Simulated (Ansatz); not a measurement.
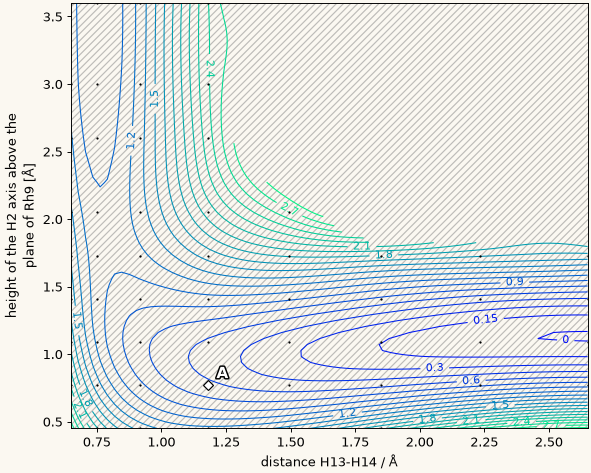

H₂ on a Rh(100) slab cut from the Fm-3m phase, its upper half relaxed before the scan (12 atoms of substrate and one adsorbate in a 2 × 2 cell). 
- H2 lies flat over one site of a rigid substrate while its bond length and height are varied; it sits over a hollow of the top layer over the deeper atom Rh8, heights counted from the top plane, its axis along the first surface vector.
- First axis: distance H13-H14. Second axis: height of the H2 axis above the plane of Rh9.
- The grid has 8 × 9 points. At 15 points there is no value (left out: too close to the surface, or the stretched molecule far from it).
- Points are written as (first, second).
- Energies: eV, counted from the lowest grid point.
- Computed with Ansatz 0.2.0, DFT PBE, scalar-relativistic, plane waves, PAW. Settings: cutoff 420 eV, k-mesh 5×5×1, gaussian smearing 0.1 eV, no spin polarisation.

The picture shows contour lines labelled in eV, dots at the grid points, hatched blanks where no value was computed, the point A. Between grid points the surface is interpolated.

### Which way does the force act at A, and how strong is it?

A, at (1.181 Å, 0.77 Å), is not a stationary point. The computed force is 0.69 eV for each Å towards larger values of distance H13-H14 and 1.1 eV for each Å towards larger values of the second coordinate.
